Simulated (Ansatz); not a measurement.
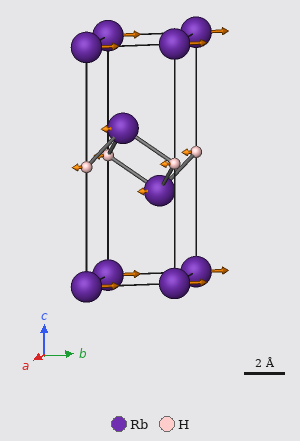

One vibrational mode of crystalline Rb3H (a generated structure) at the zone centre. The orange arrows give the relative displacements of the atoms. Style: ball-and-stick. Shown: the cell of the calculation, slightly off an axis.

Method: Ansatz, DFT PBE, scalar-relativistic, plane waves, PAW. Set-up: plane-wave cutoff 420 eV; k-point mesh 12 × 12 × 4; occupations fermi dirac; smearing width 0.15 eV; no spin polarisation.

The frequencies depend somewhat on the k-mesh and the smearing.

Q: Describe the mode and give its frequency.

A: This is the E_u mode (doubly degenerate; one member of the set is drawn) at 13 cm⁻¹, the lowest optical level, infrared-active by symmetry. The Rb (1a) sublattice moves against the Rb (2d) and H sublattices, along b. The crystal is a metal, so free carriers screen the infrared response. The frequency is so near zero that its sign isn't certain.
